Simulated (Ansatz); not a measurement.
MnAs: single-point calculation (part 4 of 4)

MnAs (Pnma, 8 atoms in the cell); DFT, PBE, PAW, plane waves, scalar-relativistic (Ansatz 0.2.0); cutoff 420 eV, 3×4×2 k-mesh, Fermi–Dirac smearing of 0.03 eV, non-collinear spins. The structure derives from an entry of the Crystallography Open Database. It belongs to a series of runs on one base structure; here: flat spiral with wave vector (1 0 1) of the cell.

Geometry of the input (Å; fractional positions):
```
5.4950  0.0000  0.0000
0.0000  3.4140  0.0000
0.0000  0.0000  6.1030
Mn 0.0150  0.2500  0.2000
Mn 0.4850  0.7500  0.7000
Mn 0.5150  0.2500  0.3000
Mn 0.9850  0.7500  0.8000
As 0.2000  0.2500  0.5700
As 0.3000  0.7500  0.0700
As 0.7000  0.2500  0.9300
As 0.8000  0.7500  0.4300
```

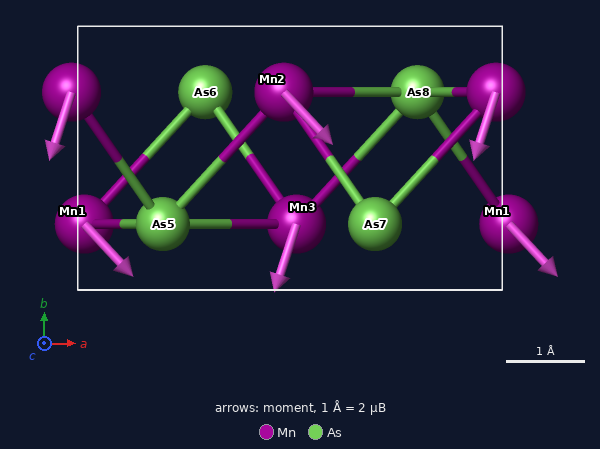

*Magnetic moments of the sites as pink arrows (ball-and-stick view of the cell of the calculation, along the c axis; atoms are numbered from 1 in the order of the input); small moments hardly show.*

Site moments: all 4 Mn atoms (1.87 μB); all 4 As atoms (0.09 μB). They are counted near the atoms and needn't add up to the moment of the cell.

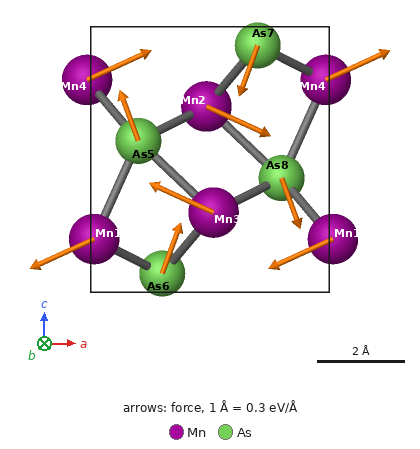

*Forces on the atoms as orange arrows (ball-and-stick view of the cell of the calculation, along the b axis; atoms are numbered from 1 in the order of the input).*

The largest act on all 4 Mn atoms (0.49 eV/Å); all 4 As atoms (0.38 eV/Å). 

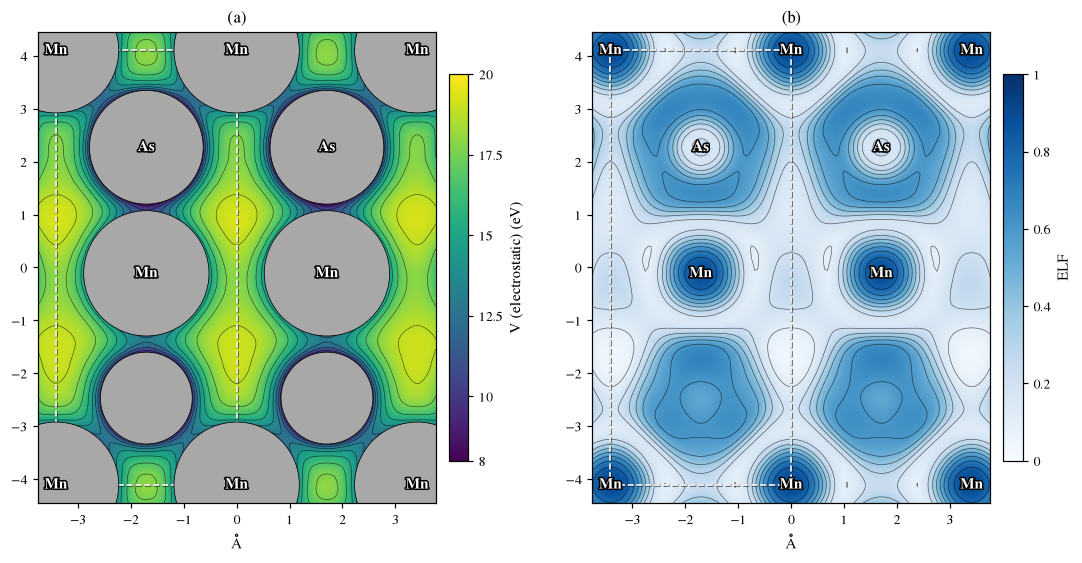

*(a) electrostatic potential (local pseudopotential plus Hartree) felt by an electron; (b) ELF on the (101) plane of the calculation cell. Grey discs, where drawn, cover atomic cores.*

Atoms in the plane: Mn and As. Mn–As (2.39 Å): the ELF is about 0.40 at the midpoint; no shared pair; the contact is polar. Mn–As (2.51 Å): the ELF is about 0.50 at the midpoint (a polar contact without a shared pair, in a metal). The strong features right at Mn lie inside the PAW spheres (semicore, d or f shells) and say nothing about bonding. Outside the cores the potential energy rises away from the atoms and is highest about 1.9 Å from the nearest atoms; outside the discs it spans about 11 eV, and its zero is arbitrary. The fields are those of the smooth PAW valence density.

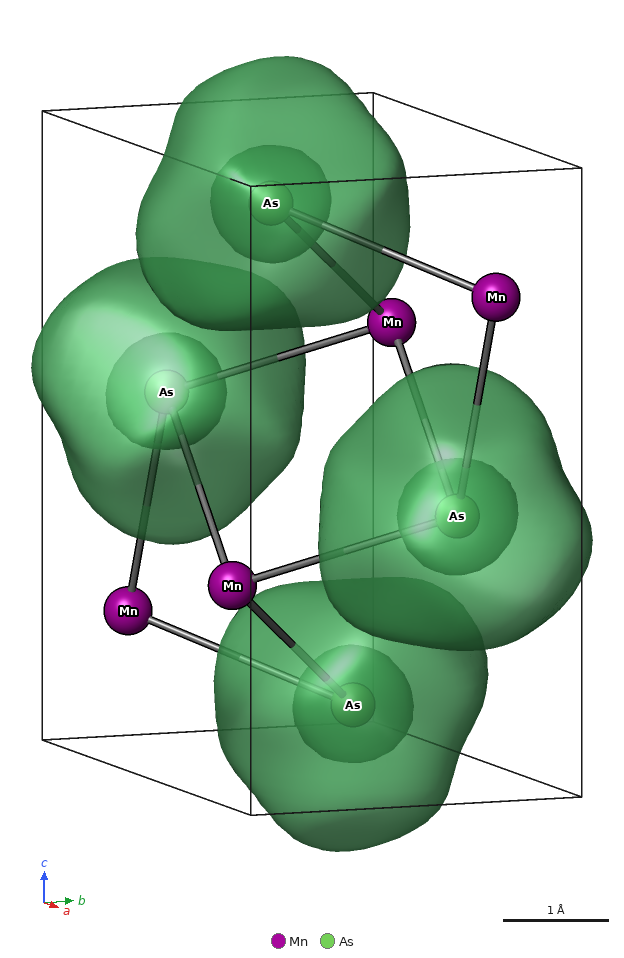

*Isosurface of the ELF at 0.45 (green), seen slightly off an axis. Core shells and regions of very low density are left out. Sticks mark near contacts. The outline is the calculation cell.*

Values along the shortest contacts: Mn–As (2.39 Å): the ELF is about 0.40 at the midpoint; no shared pair; the contact is polar. Mn–As (2.45 Å): the ELF is about 0.45 at the midpoint (no shared pair; the contact is polar).

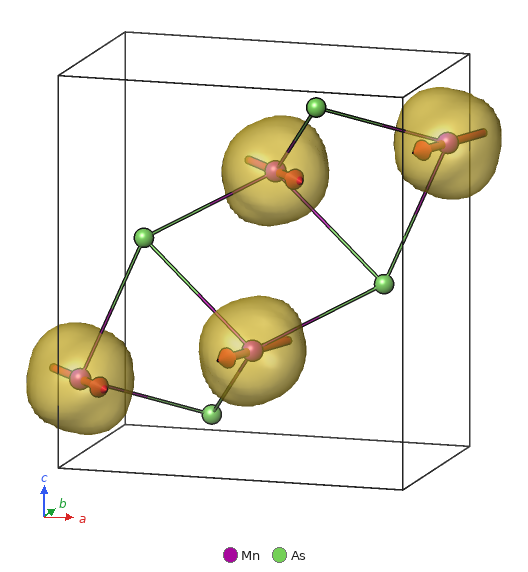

*Isosurface of the size of the magnetisation density at 0.15 e/Å³ (yellow), with the spin moments of the magnetic sites as arrows; seen slightly off an axis. The outline is the calculation cell.*

Spin moments: Mn 1.9 μB. They are not collinear: the angles between them are about 0° and 60°, and a net moment remains.

Results in brief:

```json
{"quantity": "outcome", "value": "converged"}
{"quantity": "space group (tolerance 0.01 Å)", "value": "Pnma (62)"}
{"quantity": "electrons treated", "value": "120"}
{"quantity": "free energy", "value": "−35021.7557 eV"}
{"quantity": "Fermi energy", "value": "16.210 eV"}
{"quantity": "net moment of the cell", "value": "6.17 μB"}
{"quantity": "integrated absolute moment", "value": "8.74 μB"}
{"quantity": "pressure", "value": "0.11 GPa"}
{"quantity": "largest force (length of the vector)", "value": "0.492 eV/Å"}
{"quantity": "wall time", "value": "74 s (CPU time 4.8 min)"}
{"quantity": "peak memory", "value": "1.2 GiB"}
```

Remarks:

The k-point mesh is coarse for a cell of this size, so the results may not be converged.
